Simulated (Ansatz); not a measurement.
**Sn$_{3}$O$_{4}$: geometry relaxation (part 1 of 2)**

System: Sn$_{3}$O$_{4}$ (P2/c, 14 atoms in the cell).
Method: DFT PBE, scalar-relativistic, plane waves, PAW, no spin polarisation (Ansatz 0.2.0).

The structure derives from a Materials Project entry. It belongs to a series of runs on one base structure; here: the database's cell, atoms relaxed.

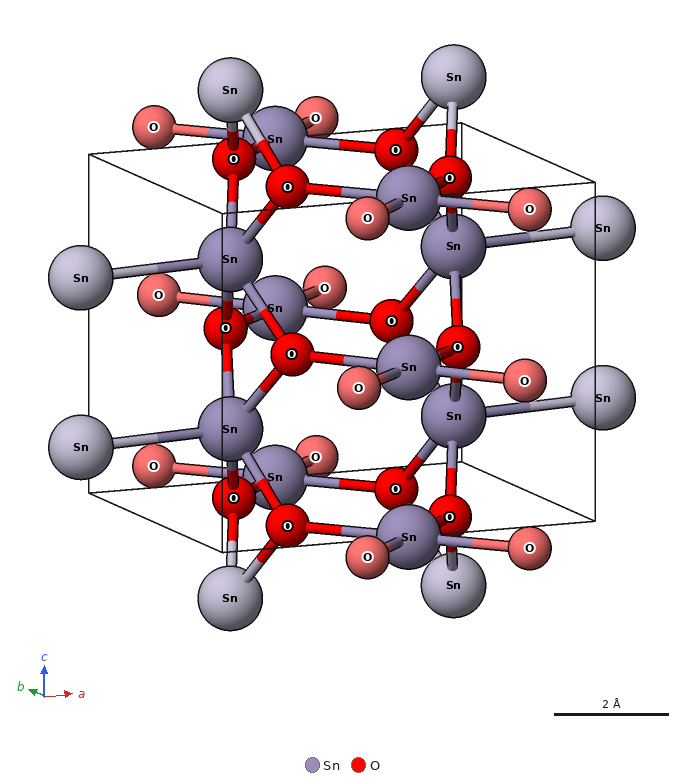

**Figure 1.** The structure as given in the input (ball-and-stick view of the cell of the calculation, seen slightly off an axis; neighbours outside the cell are drawn fainter). An atom can appear more than once, as a periodic image.

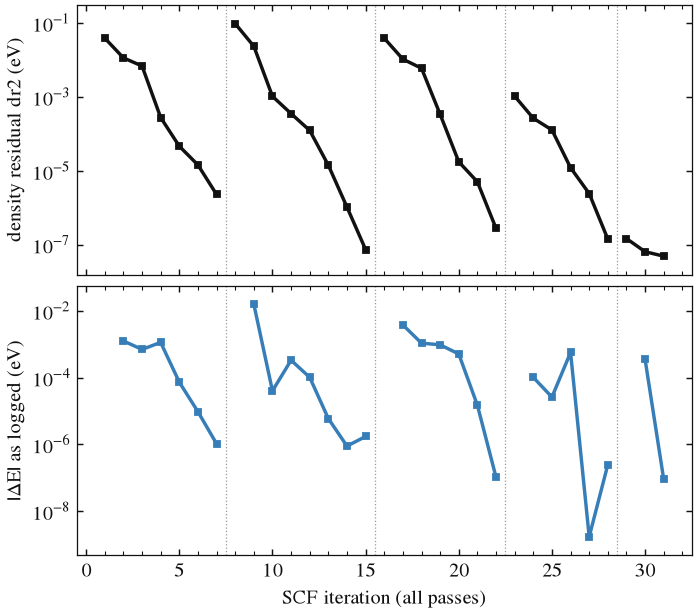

**Figure 2.** Convergence of the self-consistent field: density residual dr2 and size of the energy change against the SCF iteration. The dotted lines part the SCF passes of the relaxation: geometry steps, rejected trials and re-solves on a re-selected basis. The 5 passes take 3 to 8 iterations each, 31 in all.

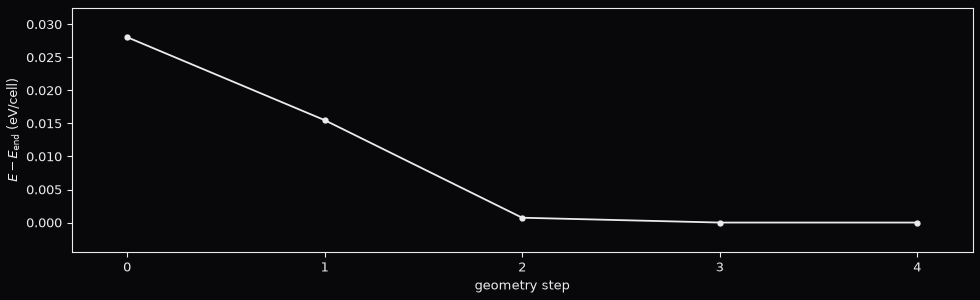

**Figure 3.** Progress of the relaxation, step by step (the first geometry is step 0 here and step 1 in the log).

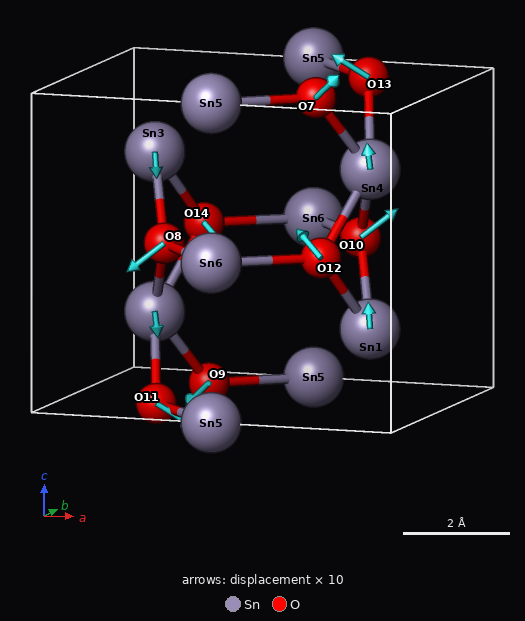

**Figure 4.** The starting structure with the displacements as teal arrows, magnified 10 times (ball-and-stick view of the cell of the calculation, seen slightly off an axis). The largest moves, 0.091 Å, are those of O7, O8, O9 and O10. Largest moves by element: O 0.091 Å, Sn 0.053 Å. The cell stays as it was. Among the contacts that change: Sn5–O11 2.272 → 2.253 Å, Sn5–O7 2.241 → 2.253 Å, Sn1–O12 2.108 → 2.097 Å, Sn1–Sn2 2.885 → 2.895 Å. Among the angles that change: O8–Sn3–O9 144.6° → 148.6°, Sn4–Sn3–O9 109.2° → 105.6°, O11–Sn3–O14 152.1° → 148.7°. The space group (tolerance 0.01 Å) goes from P2/c (No. 13) to P2/m (No. 10). After 4 geometry steps the energy has fallen by 28.1 meV per cell of the calculation. The largest force component goes from 0.11 to 0.0069 eV/Å. (Atoms are counted from 1 in the order of the input.)

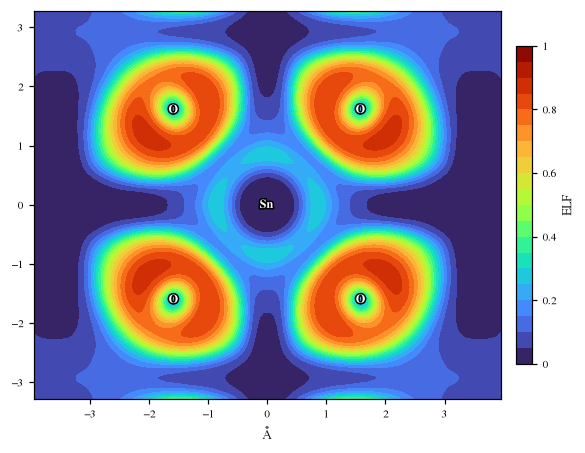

**Figure 5.** ELF on the (001) plane of the calculation cell. Sn–O (2.25 Å): the ELF peaks at about 0.80 in the valence shell of O, 0.6 Å from its nucleus, and drops to about 0.20 between the two atoms (no shared pair; the contact is polar). The fields are those of the smooth PAW valence density.

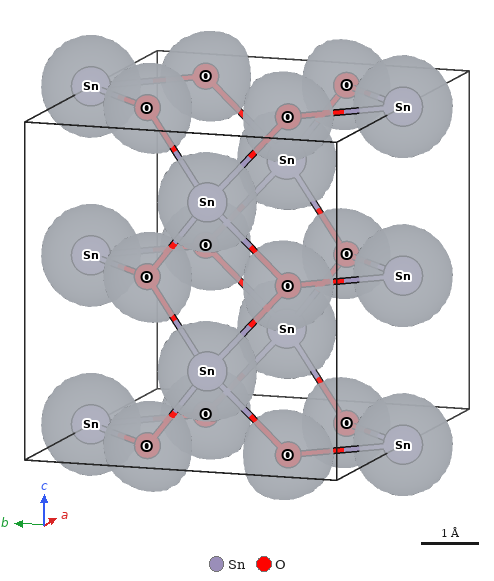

**Figure 6.** Isosurface of the valence pseudo-density at 0.8 e/Å³ (grey), seen at an oblique angle. Sticks mark near contacts. The outline is the calculation cell. At this value the density breaks into separate islands; it holds about 70 % of the electrons treated as valence (semicore included). It is pinched off along the Sn–O (2.10 Å), Sn–Sn (2.89 Å) and Sn–O (2.25 Å) contacts. On the grid the lowest density along these lines, outside the cores, is 0.63 e/Å³ (Sn–O, 2.10 Å), 0.36 e/Å³ (Sn–Sn, 2.89 Å) and 0.43 e/Å³ (Sn–O, 2.25 Å).

The input that produced these results follows, with the program's output.

The input
```yaml
crystal:
  lattice:
    - [7.1913031934, 0.0, 0.0]
    - [0.0, 5.853911, 0.0]
    - [-0.0125185956, 0.0, 6.1035832659]
  atoms:
    - { symbol: Sn, position: [0.799496, 0.499326, 0.241482] }
    - { symbol: Sn, position: [0.200504, 0.499326, 0.258518] }
    - { symbol: Sn, position: [0.200504, 0.500674, 0.758518] }
    - { symbol: Sn, position: [0.799496, 0.500674, 0.741482] }
    - { symbol: Sn, position: [0.5, 0.0, 0.0] }
    - { symbol: Sn, position: [0.5, 0.0, 0.5] }
    - { symbol: O, position: [0.711148, 0.281283, 0.991283] }
    - { symbol: O, position: [0.288852, 0.281283, 0.508717] }
    - { symbol: O, position: [0.288852, 0.718717, 0.008717] }
    - { symbol: O, position: [0.711148, 0.718717, 0.491283] }
    - { symbol: O, position: [0.271105, 0.267415, 0.007864] }
    - { symbol: O, position: [0.728895, 0.267415, 0.492136] }
    - { symbol: O, position: [0.728895, 0.732585, 0.992136] }
    - { symbol: O, position: [0.271105, 0.732585, 0.507864] }
basis:
  ecutwfc: 420
kpoints:
  mp_grid: { grid: [6, 6, 6] }
hamiltonian:
  xc: pbe
scf:
  occupations: { method: gaussian, width: 0.1 }
output:
  forces: true
  stress: true
  eigenvalues: true
  write_density: true
  write_potential: true
  elf: true
  volumetric_format: npy
relax:
  adjacent_minimum: "off"
  f_tol: 0.01
  max_steps: 40
```

Launch command:
```bash
ansatz run input.yaml --threads 4 --pin off --max-ram 10240MiB --backend cpu --events-out ev --progress --plain --runs-dir out
```

The program's output
```
Warning: output.stress: scf.convergence.dr2_threshold = 1e-7 eV (the SCF's general default) is looser than the 1.4e-9 eV advised for a printed stress (1e-10 eV for each atom of the cell: 14). What an SCF threshold leaves in a stress goes as its square root, and in the free energy as the threshold itself, and one threshold admits the most on a small cell: of the crystals measured, under no hybrid functional and no lock of the moments, on runs that ended without the residual-converged pass, on stresses that held no estimate of that error, the worst erred by over 100 MPa in a component at 1e-7 eV an atom and by under 5 at 1e-10. Every solve of this run answers to scf.convergence.dr2_threshold, and the tensor of one is reported: a single SCF on the reported geometry and on this run's grids (its basis.xc_grid and basis.ecutrho_ratio typed), with scf.convergence.dr2_threshold at 1.4e-9 eV or tighter, prints it and tightens no other solve. Else set scf.convergence.dr2_threshold to 1.4e-9 eV or tighter. The threshold is an SCF's pass mark: one that does not reach it within its budget of iterations ends unconverged, or closes short of it on a stop that the run arms, and scf.convergence.dr2_threshold's page says what that costs each kind of run
Engine: ansatz 0.2.0, x86_64-unknown-linux-gnu
Pseudopotentials: kind: paw
Pseudopotential: Sn, paw, valence charge 14, recommended cutoff 420 eV (normal), Sn.paw.azcp
Pseudopotential: O, paw, valence charge 6, recommended cutoff 420 eV (normal), O.paw.azcp
Functional definition: PBE
  parameter kappa = 0.804
  parameter beta = 0.06672455060314922
  exchange = pbe_x(kappa = kappa, mu = beta*pi^2/3)
  correlation = pbe_c(beta = beta)
Crystal: 14 atoms, lattice volume = 256.944 Å³
Basis set: ecut = 420 eV, 5011 PW (Γ), exchange–correlation on 100×80×90 points (8 copies of the dense FFT grid, shifted against one another)
Bands: 80, of which v1, the nominal top of the filled ones, is band 66 counted from 1 (65 counted from 0)
Symmetry: 4 space group operations
Space group: P2/c (ITA 13), of the structure as read, at distance tolerance 6.4e-5 Å
k-points: 80 of 216
Non-local potential: Sn, projectors of the file, l = 0: 2, l = 1: 2, l = 2: 2, l = 3: 2
Non-local potential: O, projectors of the file, l = 0: 2, l = 1: 2, l = 2: 1
PAW form: soft (Blöchl's): semilocal exchange-correlation on the pseudo side does not see the compensation charge
PAW one-centre angular grid: Sn, 590 points (default); XC on 64 Gauss nodes
PAW one-centre angular grid: O, 110 points (default); XC on 64 Gauss nodes
Initial density: superposition of atomic densities (neutral atoms: chi_scale 0, normalization atom), corrected by the library's trained network
Initial wavefunctions: pseudopotential atomic-orbital guess
Functional: x = pbe(κ = 0.804, μ = 0.2195149727645171), c = pbe(β = 0.06672455060314922)
SCF iter   1: F=—  HF=-40681.184684 eV  |F-HF|=—  |Δ(HF+E_count)|=         —  Δρ=3.51e-3  dr2=3.90e-2  ethr=1.77e-3  ⟨swp⟩=6.3  Hψ=25501  notcnv=0  defer=36
preconditioner: auto → Resta (q_TF=auto, 2.442 Å⁻¹)  ε∞=3.2  [insulator: Δε(μ)=0.176 eV  Ē_g=17.899 eV  σ=0.100 eV  W_gap=0.76  n_scr=64 (ndim 8)  ℏωp=26.6 eV  f_vac=0.167  D(μ)=0.22/eV (n_scr^D=0)  ε∞_Penn≈3.2]
SCF iter   2: F=—  HF=-40681.183421 eV  |F-HF|=—  |Δ(HF+E_count)|=   1.26e-3  Δρ=1.94e-3  dr2=1.14e-2  ethr=2.96e-5  ⟨swp⟩=2.1  Hψ=9605  notcnv=0  defer=71
SCF iter   3: F=—  HF=-40681.184123 eV  |F-HF|=—  |Δ(HF+E_count)|=   7.02e-4  Δρ=1.67e-3  dr2=6.87e-3  ethr=8.67e-6  ⟨swp⟩=2.2  Hψ=8844  notcnv=0  defer=71
SCF iter   4: F=—  HF=-40681.182986 eV  |F-HF|=—  |Δ(HF+E_count)|=   1.14e-3  Δρ=2.98e-4  dr2=2.78e-4  ethr=5.20e-6  ⟨swp⟩=2.0  Hψ=7670  notcnv=0  defer=71
SCF iter   5: F=—  HF=-40681.183059 eV  |F-HF|=—  |Δ(HF+E_count)|=   7.34e-5  Δρ=1.10e-4  dr2=4.65e-5  ethr=2.11e-7  ⟨swp⟩=2.9  Hψ=10721  notcnv=0  defer=74
SCF iter   6: F=—  HF=-40681.183069 eV  |F-HF|=—  |Δ(HF+E_count)|=   9.58e-6  Δρ=7.59e-5  dr2=1.45e-5  ethr=3.52e-8  ⟨swp⟩=2.0  Hψ=8662  notcnv=0  defer=74
SCF iter   7: F=-40681.183069 eV  HF=-40681.183070 eV  |F-HF|=2.42e-7  |Δ(HF+E_count)|=   1.05e-6  Δρ=2.42e-5  dr2=2.31e-6  ethr=1.89e-9  ⟨swp⟩=16.4  Hψ=56432  notcnv=0
SCF 1 converged in 7 iterations: F = -40681.183069 eV  dr2 = 2.31e-6
  greatest PAW one-centre occupation: 0.995 electrons in one spin orbital (limit 2), on the Sn atom at site 3 (counted from 0), in its partial waves of l = 2
relax step   1: F+E_penalty+E_count = -40681.18306940 eV  Δ(F+E_penalty+E_count) = +0.000e0 eV  max|allowed force component| = 1.055e-1 eV/Å  Δτ_max = 0.0000 Å  (7 SCF iters, dr2 threshold 2.50e-6 eV, accepted)
Initial density: handed on by an earlier stage of this run
Initial wavefunctions: those handed on with the density
iter 1 solved again at ethr=7.11e-5 eV; its pass at ethr=3.10e-3 eV (dr2=9.38e-2 eV) is discarded
SCF iter   1: F=—  HF=-40681.211311 eV  |F-HF|=—  |Δ(HF+E_count)|=         —  Δρ=1.05e-2  dr2=9.60e-2  ethr=7.11e-5  ⟨swp⟩=1.4  Hψ=23221  notcnv=0  defer=475
preconditioner: auto → Resta (q_TF=auto, 2.442 Å⁻¹)  ε∞=3.2  [insulator: Δε(μ)=0.179 eV  Ē_g=17.933 eV  σ=0.100 eV  W_gap=0.77  n_scr=64 (ndim 8)  ℏωp=26.6 eV  f_vac=0.169  D(μ)=0.21/eV (n_scr^D=0)  ε∞_Penn≈3.2]
SCF iter   2: F=—  HF=-40681.195433 eV  |F-HF|=—  |Δ(HF+E_count)|=   1.59e-2  Δρ=5.20e-3  dr2=2.35e-2  ethr=7.11e-5  ⟨swp⟩=2.0  Hψ=7388  notcnv=0  defer=475
SCF iter   3: F=—  HF=-40681.195393 eV  |F-HF|=—  |Δ(HF+E_count)|=   4.03e-5  Δρ=7.44e-4  dr2=1.04e-3  ethr=1.78e-5  ⟨swp⟩=2.0  Hψ=7486  notcnv=0  defer=475
SCF iter   4: F=—  HF=-40681.195727 eV  |F-HF|=—  |Δ(HF+E_count)|=   3.34e-4  Δρ=3.99e-4  dr2=3.54e-4  ethr=7.84e-7  ⟨swp⟩=2.0  Hψ=8475  notcnv=0  defer=475
SCF iter   5: F=—  HF=-40681.195625 eV  |F-HF|=—  |Δ(HF+E_count)|=   1.02e-4  Δρ=2.35e-4  dr2=1.24e-4  ethr=2.68e-7  ⟨swp⟩=2.1  Hψ=8500  notcnv=0  defer=475
SCF iter   6: F=—  HF=-40681.195619 eV  |F-HF|=—  |Δ(HF+E_count)|=   5.95e-6  Δρ=8.14e-5  dr2=1.42e-5  ethr=9.42e-8  ⟨swp⟩=2.0  Hψ=7464  notcnv=0  defer=475
SCF iter   7: F=—  HF=-40681.195620 eV  |F-HF|=—  |Δ(HF+E_count)|=   8.94e-7  Δρ=2.14e-5  dr2=1.05e-6  ethr=1.07e-8  ⟨swp⟩=2.0  Hψ=8176  notcnv=0  defer=475
SCF iter   8: F=-40681.195622 eV  HF=-40681.195622 eV  |F-HF|=1.16e-7  |Δ(HF+E_count)|=   1.73e-6  Δρ=5.25e-6  dr2=7.46e-8  ethr=5.27e-10  ⟨swp⟩=17.7  Hψ=52483  notcnv=0
SCF 2 converged in 8 iterations: F = -40681.195622 eV  dr2 = 7.46e-8
relax step   2: F+E_penalty+E_count = -40681.19562200 eV  Δ(F+E_penalty+E_count) = -1.255e-2 eV  max|allowed force component| = 1.570e-1 eV/Å  Δτ_max = 0.0787 Å  (8 SCF iters, dr2 threshold 6.95e-7 eV, accepted)
SCF iter   1: F=—  HF=-40681.214576 eV  |F-HF|=—  |Δ(HF+E_count)|=         —  Δρ=7.95e-3  dr2=3.87e-2  ethr=3.00e-4  ⟨swp⟩=4.0  Hψ=13194  notcnv=0  defer=603
preconditioner: auto → Resta (q_TF=auto, 2.442 Å⁻¹)  ε∞=3.2  [insulator: Δε(μ)=0.175 eV  Ē_g=17.930 eV  σ=0.100 eV  W_gap=0.75  n_scr=64 (ndim 8)  ℏωp=26.6 eV  f_vac=0.170  D(μ)=0.25/eV (n_scr^D=0)  ε∞_Penn≈3.2]
SCF iter   2: F=—  HF=-40681.210768 eV  |F-HF|=—  |Δ(HF+E_count)|=   3.81e-3  Δρ=3.81e-3  dr2=1.05e-2  ethr=2.93e-5  ⟨swp⟩=2.0  Hψ=12549  notcnv=0  defer=603
SCF iter   3: F=—  HF=-40681.211852 eV  |F-HF|=—  |Δ(HF+E_count)|=   1.08e-3  Δρ=1.62e-3  dr2=5.97e-3  ethr=7.94e-6  ⟨swp⟩=2.0  Hψ=8415  notcnv=0  defer=603
SCF iter   4: F=—  HF=-40681.210885 eV  |F-HF|=—  |Δ(HF+E_count)|=   9.67e-4  Δρ=3.43e-4  dr2=3.38e-4  ethr=4.52e-6  ⟨swp⟩=2.0  Hψ=7728  notcnv=0  defer=603
SCF iter   5: F=—  HF=-40681.210373 eV  |F-HF|=—  |Δ(HF+E_count)|=   5.12e-4  Δρ=8.74e-5  dr2=1.76e-5  ethr=2.56e-7  ⟨swp⟩=2.0  Hψ=7889  notcnv=0  defer=603
SCF iter   6: F=—  HF=-40681.210388 eV  |F-HF|=—  |Δ(HF+E_count)|=   1.49e-5  Δρ=4.95e-5  dr2=5.06e-6  ethr=1.33e-8  ⟨swp⟩=2.0  Hψ=8498  notcnv=0  defer=603
SCF iter   7: F=-40681.210388 eV  HF=-40681.210388 eV  |F-HF|=2.19e-7  |Δ(HF+E_count)|=   1.04e-7  Δρ=1.17e-5  dr2=2.79e-7  ethr=1.17e-9  ⟨swp⟩=18.9  Hψ=55612  notcnv=0
SCF 3 converged in 7 iterations: F = -40681.210388 eV  dr2 = 2.79e-7
  Residual-converged pass: ⟨swp⟩=1.0  Hψ=6722  notcnv=0  max |occ|·‖R‖ = 7.1e-9 eV (tolerance 1.0e-8 eV)  dr2=2.79e-7  dr2_onsite=3.25e-8  max |Δocc| = 7.1e-11
  greatest PAW one-centre occupation: 0.995 electrons in one spin orbital (limit 2), on the Sn atom at site 2 (counted from 0), in its partial waves of l = 2
relax step   3: F+E_penalty+E_count = -40681.21038804 eV  Δ(F+E_penalty+E_count) = -1.477e-2 eV  max|allowed force component| = 5.017e-2 eV/Å  Δτ_max = 0.0594 Å  (7 SCF iters, dr2 threshold 1.54e-6 eV, accepted)
```
